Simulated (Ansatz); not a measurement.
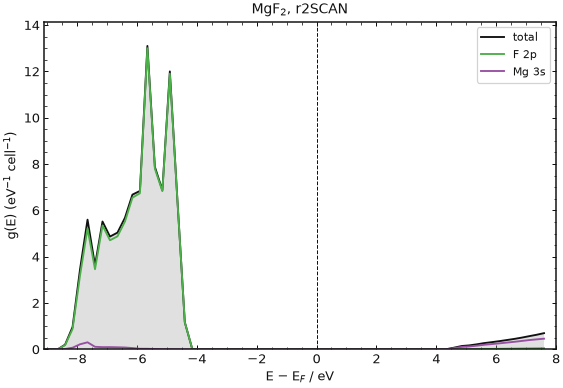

Density of states. Energies are counted from the Fermi level. The partial curves are projected on Löwdin-orthogonalised atomic shells.

Calculation on MgF₂, space group P4_2/mnm, 6 atoms in the cell.

Method: DFT with r2SCAN, PAW plane waves, no spin polarisation, 6×6×9 k mesh, 500 eV cutoff, Gaussian smearing of 0.024 eV (Ansatz 0.2.0).

### Is there a gap at the Fermi level, and how wide?

There is a gap; over the k points computed it is 8.46 eV.

### How wide is the upper valence band?

The upper group of valence states starts about 4.2 eV under the valence-band top (which lies at −4.2 eV on this axis), with a gap beneath it; it holds about 24 electrons a cell.

### Which states form the top of the valence band?

By projected weight, the top eV of the valence band is F 2p almost alone.

The cell is at 6 GPa in this functional.
